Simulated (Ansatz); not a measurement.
# Co: geometry relaxation (part 2 of 2)

The same run, continued: Co (I4/mmm, 1 atom in the cell); DFT PBEsol, scalar-relativistic, plane waves, PAW, spin-polarised (Ansatz 0.2.0); cutoff 420 eV, 22×22×22 k-mesh, Gaussian smearing of 0.1 eV, collinear spins. The structure was made by swapping elements on the sites of another compound; it need not be a known phase. It belongs to a series of runs on one base structure; here: Cu -> Co on all its sites, cell and atoms relaxed.

Geometry of the input (Å; fractional positions):
```
-1.4007  1.4007  1.3183
1.4007  -1.4007  1.3183
1.4007  1.4007  -1.3183
Co 0.0000  0.0000  0.0000
```

**Output, continued**
```
relax step   5: F+E_penalty+E_count = -5092.88729237 eV  Δ(F+E_penalty+E_count) = -8.491e-5 eV  max|allowed force component| = 0.000e0 eV/Å  Δτ_max = 0.0000 Å  P = -0.002 GPa  Ω = 10.579 Å³  energy of the carried Pulay correction = -3.051e-4 eV  (6 SCF iters, dr2 threshold 1.00e-7 eV, accepted)
Basis set: ecut = 420 eV, 193 PW (Γ), exchange–correlation on 36×36×36 points (8 copies of the dense FFT grid, shifted against one another)
Initial wavefunctions: pseudopotential atomic-orbital guess (no wavefunctions were taken with the density)
iter 1 solved again at ethr=2.76e-8 eV; its pass at ethr=3.10e-3 eV (dr2=4.70e-6 eV) is discarded
SCF iter   1: F=—  HF=-5092.887673 eV  |F-HF|=—  |Δ(HF+E_count)|=         —  Δρ=3.39e-4 (↑3.39e-4 ↓3.06e-4)  dr2=3.73e-6  dr2_m=3.75e-7  M=1.707 μB ∫|m|=1.824 μB  β_m=0.65  ethr=2.76e-8  ⟨swp⟩=3.0  Hψ=184409  notcnv=0
preconditioner: auto → none  [metal: Δε(μ)=0.002 eV  Ē_g=16.361 eV  σ=0.100 eV  W_gap=0.01  n_scr=0 (ndim 8)  ℏωp=34.2 eV  f_vac=0.000  D(μ)=1.21/eV (n_scr^D=16)]
SCF iter   2: F=—  HF=-5092.887681 eV  |F-HF|=—  |Δ(HF+E_count)|=   7.80e-6  Δρ=1.25e-4 (↑1.25e-4 ↓9.92e-5)  dr2=6.61e-7  dr2_m=5.67e-8  M=1.707 μB ∫|m|=1.824 μB  β_m=0.51  ethr=2.19e-8  ⟨swp⟩=1.6  Hψ=32355  notcnv=0
SCF iter   3: F=—  HF=-5092.887683 eV  |F-HF|=—  |Δ(HF+E_count)|=   1.31e-6  Δρ=8.60e-5 (↑8.60e-5 ↓6.64e-5)  dr2=5.97e-7  dr2_m=2.10e-8  M=1.707 μB ∫|m|=1.824 μB  β_m=0.46  ethr=3.89e-9  ⟨swp⟩=2.0  Hψ=37676  notcnv=0
SCF iter   4: F=—  HF=-5092.887683 eV  |F-HF|=—  |Δ(HF+E_count)|=   1.93e-7  Δρ=1.87e-5 (↑1.23e-5 ↓1.87e-5)  dr2=2.37e-8  dr2_m=7.50e-9  M=1.707 μB ∫|m|=1.824 μB  β_m=0.73  ethr=3.51e-9  ⟨swp⟩=2.4  Hψ=35896  notcnv=0
SCF iter   5: F=—  HF=-5092.887683 eV  |F-HF|=—  |Δ(HF+E_count)|=   2.01e-7  Δρ=5.03e-6 (↑2.57e-6 ↓5.03e-6)  dr2=8.58e-10  dr2_m=1.28e-9  M=1.707 μB ∫|m|=1.824 μB  β_m=0.86  ethr=1.39e-10  ⟨swp⟩=2.1  Hψ=37368  notcnv=0
SCF iter   6: F=—  HF=-5092.887683 eV  |F-HF|=—  |Δ(HF+E_count)|=   4.11e-7  Δρ=6.18e-7 (↑3.26e-7 ↓6.18e-7)  dr2=1.07e-11  dr2_m=1.72e-11  M=1.707 μB ∫|m|=1.824 μB  β_m=0.87  ethr=5.04e-12  ⟨swp⟩=2.0  Hψ=37737  notcnv=0
SCF iter   7: F=—  HF=-5092.887683 eV  |F-HF|=—  |Δ(HF+E_count)|=  1.27e-11  Δρ=3.10e-7 (↑2.11e-7 ↓3.10e-7)  dr2=1.63e-11  dr2_m=4.63e-13  M=1.707 μB ∫|m|=1.824 μB  β_m=0.87  ethr=1.00e-12  ⟨swp⟩=2.0  Hψ=29730  notcnv=0
SCF iter   8: F=-5092.887683 eV  HF=-5092.887683 eV  |F-HF|=1.00e-11  |Δ(HF+E_count)|=  2.55e-11  Δρ=3.09e-7 (↑1.72e-7 ↓3.09e-7)  dr2=1.42e-11  dr2_m=5.77e-13  M=1.707 μB ∫|m|=1.824 μB  ethr=1.00e-12  ⟨swp⟩=2.7  Hψ=70312  notcnv=0
SCF 6 converged in 8 iterations: F = -5092.887683 eV  dr2 = 1.42e-11
relax step   6: F+E_penalty+E_count = -5092.88768256 eV  Δ(F+E_penalty+E_count) = -3.902e-4 eV  max|allowed force component| = 0.000e0 eV/Å  Δτ_max = 0.0000 Å  P = +0.076 GPa  Ω = 10.579 Å³  stress off target by 1.16e-1 GPa  SCF on the basis re-selected at this cell (its energy is not comparable with the rows above)  (8 SCF iters)
basis re-selected at this cell: Δ(F+E_penalty+E_count) = -3.902e-4 eV, ΔP = +0.078 GPa vs the last step (what re-selecting the basis moved, of the pressure what is left beyond the Pulay correction that the steps carried, after the strain that the cell walked since its last selection, with what the two solves' SCF thresholds leave and, on support functions, any second-order correction that the steps lacked; it is no measure of the basis error at this ecutwfc). The dense FFT grid was sized anew with the basis: this SCF ran on 18×18×18 points, the steps before it on 16×16×16, so part of this shift can come from that change (see relax.cell in the input reference). This SCF's stress stands 1.16e-1 GPa from its target on what of the cell is left free (relax.cell.stress_tol is 1.00e-1 GPa) and its largest allowed force component is 0.00e0 eV/Å (relax.f_tol is 1.00e-2 eV/Å): not within both, so this SCF does not close the relaxation
Crystal: 1 atoms, lattice volume = 10.582 Å³
iter 1 solved again at ethr=5.90e-9 eV; its pass at ethr=3.10e-3 eV (dr2=1.00e-6 eV) is discarded
SCF iter   1: F=—  HF=-5092.887682 eV  |F-HF|=—  |Δ(HF+E_count)|=         —  Δρ=1.38e-4 (↑6.76e-5 ↓1.38e-4)  dr2=1.47e-6  dr2_m=5.04e-7  M=1.707 μB ∫|m|=1.824 μB  β_m=0.65  ethr=5.90e-9  ⟨swp⟩=2.6  Hψ=155872  notcnv=0
SCF iter   2: F=—  HF=-5092.887682 eV  |F-HF|=—  |Δ(HF+E_count)|=   3.77e-7  Δρ=9.37e-5 (↑8.95e-5 ↓9.37e-5)  dr2=1.44e-6  dr2_m=1.02e-7  M=1.707 μB ∫|m|=1.824 μB  β_m=0.41  ethr=5.90e-9  ⟨swp⟩=2.0  Hψ=37662  notcnv=0
SCF iter   3: F=—  HF=-5092.887682 eV  |F-HF|=—  |Δ(HF+E_count)|=   2.35e-7  Δρ=5.02e-5 (↑1.83e-5 ↓5.02e-5)  dr2=8.16e-8  dr2_m=8.62e-8  M=1.707 μB ∫|m|=1.824 μB  β_m=0.49  ethr=5.90e-9  ⟨swp⟩=2.6  Hψ=35860  notcnv=0
SCF iter   4: F=—  HF=-5092.887682 eV  |F-HF|=—  |Δ(HF+E_count)|=   1.47e-7  Δρ=1.61e-5 (↑3.82e-6 ↓1.61e-5)  dr2=8.52e-9  dr2_m=8.37e-9  M=1.707 μB ∫|m|=1.824 μB  β_m=0.75  ethr=4.80e-10  ⟨swp⟩=1.7  Hψ=30907  notcnv=0
SCF iter   5: F=-5092.887682 eV  HF=-5092.887682 eV  |F-HF|=1.01e-8  |Δ(HF+E_count)|=   5.57e-8  Δρ=1.08e-5 (↑4.14e-6 ↓1.08e-5)  dr2=1.35e-8  dr2_m=1.42e-9  M=1.707 μB ∫|m|=1.824 μB  ethr=5.01e-11  ⟨swp⟩=2.0  Hψ=72193  notcnv=0
SCF 7 converged in 5 iterations: F = -5092.887682 eV  dr2 = 1.35e-8
relax step   7: F+E_penalty+E_count = -5092.88768225 eV  Δ(F+E_penalty+E_count) = +3.126e-7 eV  max|allowed force component| = 0.000e0 eV/Å  Δτ_max = 0.0000 Å  P = +0.002 GPa  Ω = 10.582 Å³  energy of the carried Pulay correction = -4.133e-6 eV  (5 SCF iters, dr2 threshold 3.39e-8 eV, accepted)
iter 1 solved again at ethr=1.43e-9 eV; its pass at ethr=3.10e-3 eV (dr2=2.42e-7 eV) is discarded
SCF iter   1: F=—  HF=-5092.887685 eV  |F-HF|=—  |Δ(HF+E_count)|=         —  Δρ=5.87e-6 (↑2.87e-6 ↓5.87e-6)  dr2=2.34e-9  dr2_m=5.63e-10  M=1.707 μB ∫|m|=1.824 μB  β_m=0.65  ethr=1.43e-9  ⟨swp⟩=3.8  Hψ=193595  notcnv=0
preconditioner: auto → none  [metal: Δε(μ)=0.001 eV  Ē_g=16.357 eV  σ=0.100 eV  W_gap=0.01  n_scr=0 (ndim 8)  ℏωp=34.2 eV  f_vac=0.000  D(μ)=1.21/eV (n_scr^D=16)]
SCF iter   2: F=—  HF=-5092.887685 eV  |F-HF|=—  |Δ(HF+E_count)|=   3.27e-8  Δρ=2.79e-6 (↑2.79e-6 ↓1.27e-6)  dr2=2.09e-10  dr2_m=2.86e-10  M=1.707 μB ∫|m|=1.824 μB  β_m=0.54  ethr=1.38e-11  ⟨swp⟩=2.2  Hψ=37277  notcnv=0
SCF iter   3: F=—  HF=-5092.887685 eV  |F-HF|=—  |Δ(HF+E_count)|=  4.59e-10  Δρ=2.77e-6 (↑1.07e-6 ↓2.77e-6)  dr2=8.14e-10  dr2_m=9.15e-11  M=1.707 μB ∫|m|=1.824 μB  β_m=0.54  ethr=1.23e-12  ⟨swp⟩=2.0  Hψ=37856  notcnv=0
SCF iter   4: F=—  HF=-5092.887685 eV  |F-HF|=—  |Δ(HF+E_count)|=  8.19e-10  Δρ=6.77e-7 (↑5.22e-7 ↓6.77e-7)  dr2=1.64e-11  dr2_m=2.49e-11  M=1.707 μB ∫|m|=1.824 μB  β_m=0.77  ethr=1.23e-12  ⟨swp⟩=2.0  Hψ=37716  notcnv=0
SCF iter   5: F=-5092.887685 eV  HF=-5092.887685 eV  |F-HF|=9.09e-13  |Δ(HF+E_count)|=  1.97e-10  Δρ=1.33e-7 (↑4.41e-8 ↓1.33e-7)  dr2=5.43e-13  dr2_m=6.27e-13  M=1.707 μB ∫|m|=1.824 μB  ethr=1.00e-12  ⟨swp⟩=2.9  Hψ=78355  notcnv=0
SCF 8 converged in 5 iterations: F = -5092.887685 eV  dr2 = 5.43e-13
relax step   8: F+E_penalty+E_count = -5092.88768522 eV  Δ(F+E_penalty+E_count) = -2.966e-6 eV  max|allowed force component| = 0.000e0 eV/Å  Δτ_max = 0.0000 Å  P = +0.003 GPa  Ω = 10.582 Å³  stress off target by 5.81e-3 GPa  SCF on the basis re-selected at this cell (its energy is not comparable with the rows above)  (5 SCF iters)
```

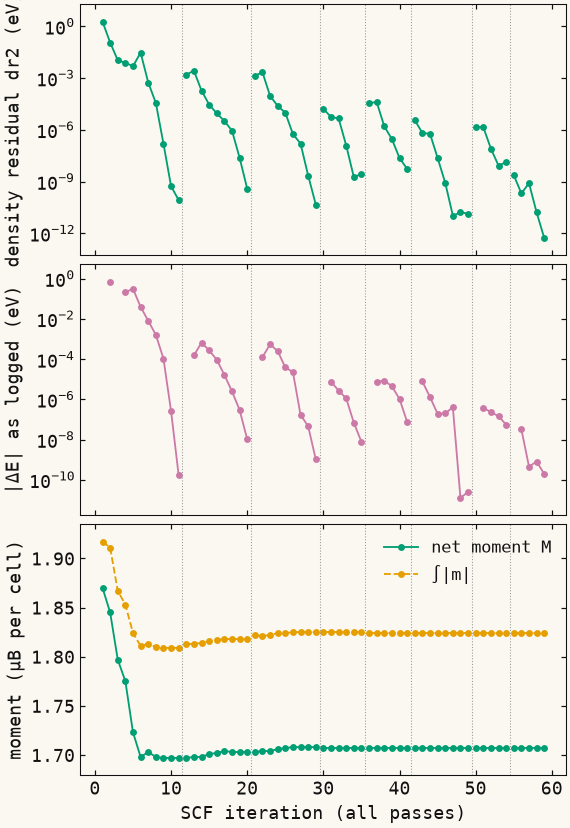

**Figure 1.** Convergence of the self-consistent field: density residual dr2, size of the energy change and magnetic moment against the SCF iteration. The dotted lines part the SCF passes of the relaxation: geometry steps, rejected trials and re-solves on a re-selected basis. The 8 passes take 5 to 11 iterations each, 59 in all. The net moment goes from 1.9 to 1.7 μB per cell.

```
basis re-selected at this cell: Δ(F+E_penalty+E_count) = -2.966e-6 eV, ΔP = +0.001 GPa vs the last step (what re-selecting the basis moved, of the pressure what is left beyond the Pulay correction that the steps carried, after the strain that the cell walked since its last selection, with what the two solves' SCF thresholds leave and, on support functions, any second-order correction that the steps lacked; it is no measure of the basis error at this ecutwfc). This SCF's stress stands 5.81e-3 GPa from its target on what of the cell is left free (relax.cell.stress_tol is 1.00e-1 GPa) and its largest allowed force component is 0.00e0 eV/Å (relax.f_tol is 1.00e-2 eV/Å): within both
SCF converged after 5 iterations
Magnetization: 1.7067 μB (9.3534 up, 7.6466 down)
Absolute magnetization: 1.8242 μB (∫|ρ↑−ρ↓|, with the PAW one-centre terms)
Spin contamination: 0.0231 ħ² per cell (⟨S²⟩ above its minimum at these occupations)
Per-site moments (μB) at R_I (Å): [(1.7603112726823793, 0.9896845806838136)]
Free energy (F): -5092.887685 eV
Harris-Foulkes:  -5092.887685 eV  (|F-HF|=9.09e-13)
Internal energy: -5092.881648 eV  (E = F + TS)
E sigma→0 (E₀):  -5092.884667 eV
Entropy (-TS):   -0.006037 eV (-6.037 meV/atom)
Fermi energy:    19.401646 eV
--- Per-component energies (eV) ---
  E_band       = -236.465160
  E_kinetic    = 454.155886
  E_local      = -2796.356458  (includes V_loc(G=0)·N_el)
  E_nonlocal   = 455.932281
  E_hartree    = 1170.766138
  E_xc         = -157.946110
  E_vxc        = -204.771023  (∫ρ·V_xc dr)
  E_paw        = -1482.627800  (= ΣΔE_a)
  E_vpaw       = -486.958150  (= ΣTr[D̂ρ^β])
  E_aug_tail   = 0.000061  (compensation charges beyond the density's cutoff)
  E_ewald      = -2736.994065
  E_core_change = 0.188419  (= ΣΔE_core)
  E_smearing   = -0.006037  (= −TS)
  E_closure    = 0.000000  (closes the sum)
  Σ components = -5092.887685   (vs F -5092.887685, Δ=0.00e0)
--- Forces (eV/Å), atoms counted from 1 ---
  atom   1  Co     0.00000000     0.00000000     0.00000000
  max |Σ_I F_I| component: 3.94e-31 eV/Å
--- Stress (GPa, compression-positive) ---
        0.005809       0.000000      -0.000000
        0.000000       0.005809      -0.000000
       -0.000000      -0.000000      -0.002296
  P = ⅓ Tr σ = 0.0031 GPa (0.031 kbar)
--- Band table (eV; the first three rows and the last of 1668) ---
  k-point 0 ↑: bands = ["-76.7454", "-39.9867", "-39.9867", "-39.8013", "9.8273", "16.0044", "16.5317", "16.5317", "17.3892", "17.6655", "43.9406", "43.9406", "46.2158", "49.4178"]
  k-point 1 ↑: bands = ["-76.7442", "-39.9942", "-39.9865", "-39.8034", "9.9114", "16.0085", "16.5138", "16.5736", "17.3658", "17.6605", "43.2091", "43.9452", "46.1413", "49.4572"]
  k-point 2 ↑: bands = ["-76.7404", "-40.0159", "-39.9857", "-39.8097", "10.1607", "16.0178", "16.4616", "16.6970", "17.3036", "17.6462", "41.5115", "43.8937", "45.9446", "48.5060"]
  k-point 833 ↓: bands = ["-74.5048", "-38.1615", "-38.1615", "-38.0408", "15.2165", "15.3839", "20.4932", "20.4932", "20.5101", "28.0249", "28.0249", "31.5216", "34.8186", "36.1848"]
--- Relaxed structure (6 steps of the walk, 6 accepted, 2 SCFs on fresh bases) ---
  F+E_penalty+E_count = -5092.88768522 eV   max|allowed force component| = 0.000e0 eV/Å   (the final SCF, on the basis selected at the relaxed cell)
  cell:  # Å, volume = 10.5825 Å³
    - [-1.4224004256238743, 1.4224004256238743, 1.3076254468321584]
    - [1.4224004256238743, -1.4224004256238743, 1.3076254468321584]
    - [1.4224004256238743, 1.4224004256238743, -1.3076254468321584]
  atoms:
    - { symbol: Co, position: [0.0, 0.0, 0.0] }
--- Löwdin populations: 1 site ---
  site symbol       q [e]    m [muB]
     0     Co     16.7651     1.7654
  spilling = 0.013820 (of n_electrons = 17.000000)
```

**File populations.tsv**
```
# site	symbol	l	j	q_up	q_dn
# orbitals = lowdin
# n_electrons = 17.000000
# spilling = 0.013820
0	Co	0_3S	-	0.993201	0.993438
0	Co	0_4S	-	0.475346	0.486715
0	Co	1_3P	-	2.998779	2.998491
0	Co	2_3D	-	4.797902	3.021192
```

**Trajectory as extended XYZ (Å, eV, eV/Å), 8 frames, from step=1 to step=8**
```
1
Lattice="-1.4007 1.4007 1.3183 1.4007 -1.4007 1.3183 1.4007 1.4007 -1.3183" Properties=species:S:1:pos:R:3:forces:R:3 step=1 energy=-5092.88262 pressure_GPa=5.62
Co    0.0000    0.0000    0.0000    0.0000   0.0000   0.0000
1
Lattice="-1.4082 1.4082 1.3198 1.4082 -1.4082 1.3198 1.4082 1.4082 -1.3198" Properties=species:S:1:pos:R:3:forces:R:3 step=2 energy=-5092.88587 pressure_GPa=2.58
Co    0.0000    0.0000    0.0000    0.0000   0.0000   0.0000
1
Lattice="-1.4175 1.4175 1.3170 1.4175 -1.4175 1.3170 1.4175 1.4175 -1.3170" Properties=species:S:1:pos:R:3:forces:R:3 step=3 energy=-5092.88707 pressure_GPa=-0.14
Co    0.0000    0.0000    0.0000    0.0000   0.0000   0.0000
1
Lattice="-1.4202 1.4202 1.3129 1.4202 -1.4202 1.3129 1.4202 1.4202 -1.3129" Properties=species:S:1:pos:R:3:forces:R:3 step=4 energy=-5092.88721 pressure_GPa=-0.31
Co    0.0000    0.0000    0.0000    0.0000   0.0000   0.0000
1
Lattice="-1.4217 1.4217 1.3084 1.4217 -1.4217 1.3084 1.4217 1.4217 -1.3084" Properties=species:S:1:pos:R:3:forces:R:3 step=5 energy=-5092.88729 pressure_GPa=-0.00
Co    0.0000    0.0000    0.0000    0.0000   0.0000   0.0000
1
Lattice="-1.4217 1.4217 1.3084 1.4217 -1.4217 1.3084 1.4217 1.4217 -1.3084" Properties=species:S:1:pos:R:3:forces:R:3 step=6 energy=-5092.88768 pressure_GPa=0.08
Co    0.0000    0.0000    0.0000    0.0000   0.0000   0.0000
1
Lattice="-1.4224 1.4224 1.3076 1.4224 -1.4224 1.3076 1.4224 1.4224 -1.3076" Properties=species:S:1:pos:R:3:forces:R:3 step=7 energy=-5092.88768 pressure_GPa=0.00
Co    0.0000    0.0000    0.0000    0.0000   0.0000   0.0000
1
Lattice="-1.4224 1.4224 1.3076 1.4224 -1.4224 1.3076 1.4224 1.4224 -1.3076" Properties=species:S:1:pos:R:3:forces:R:3 step=8 energy=-5092.88768 pressure_GPa=0.00
Co    0.0000    0.0000    0.0000    0.0000   0.0000   0.0000
```

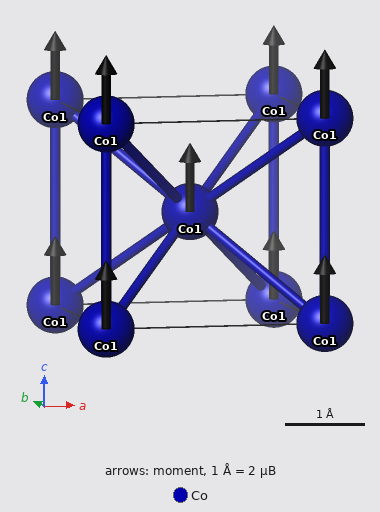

**Figure 2.** Magnetic moments of the sites as black arrows (ball-and-stick view of the cell 2 times as large as that of the calculation, set on its symmetry axes, seen slightly off an axis; atoms are numbered from 1 in the order of the input); small moments hardly show. The run is collinear, so the axis drawn is arbitrary. Site moments: Co1 (1.76 μB). They are counted near the atoms and needn't add up to the moment of the cell.

**Summary**

| quantity | value |
| --- | --- |
| outcome | converged |
| space group (tolerance 0.01 Å) | I4/mmm (139) |
| electrons treated | 17 |
| free energy | −5092.8877 eV |
| Fermi energy | 19.402 eV |
| gap on the k-point mesh | none (metallic) |
| net moment of the cell | 1.71 μB |
| integrated absolute moment | 1.82 μB |
| pressure | 0.00 GPa |
| final volume | 10.58 Å³ |
| largest force (length of the vector) at the end | under 0.001 eV/Å |
| final cell | a = 2.399 Å, b = 2.399 Å, c = 2.399 Å, α = 107.28°, β = 107.28°, γ = 113.95° |
| wall time | 81 s |
| peak memory | 0.59 GiB |
